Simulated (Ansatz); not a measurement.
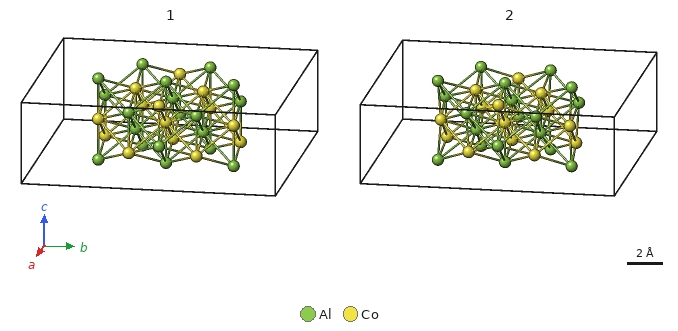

Two geometries of a wire of composition AlCo, drawn at one scale. One is the start of a relaxation, the other its converged end. The picture is a ball-and-stick view of the cell of the calculation, with the vacuum cut short, seen slightly off an axis.

Computed with DFT PBEsol, scalar-relativistic, plane waves, PAW in Ansatz 0.2.0. (plane-wave cutoff 420 eV; k-point mesh 1 × 1 × 11; occupations gaussian; smearing width 0.05 eV; no spin polarisation; cell relaxed at fixed a, b, alpha, beta, gamma; force threshold 0.02 eV/Å; at most 45 steps)

Question: Which geometry has the lower energy?

Answer: Structure 2 is the relaxed one. Case: wire along [1 1 1], 28 atoms a period. The largest moves relative to the centre of the atoms, 0.22 Å, are those of Co atoms. Largest moves by element: Co 0.22 Å, Al 0.16 Å. Along the periodic axis the drawn cell goes c 4.889 → 4.758 Å (−2.7 %). Near-neighbour distances that change, for instance: Co–Co 2.823 → 2.636 Å, Al–Co 2.444 → 2.296 Å, Co–Co 2.823 → 2.692 Å, Al–Al 2.823 → 2.952 Å. The energy falls by 1.158 eV per cell of the calculation in 4 accepted moves (5 points after the start). Largest force component: 1.2 eV/Å at the start, 0.014 eV/Å at the end. The SCF was repeated once at an unchanged geometry on a basis and grid sized afresh for the cell, which shifted the energy by 4.6 meV per cell of the calculation at most.

Limits of the set-up: an element that often carries a moment was run without spin polarisation.
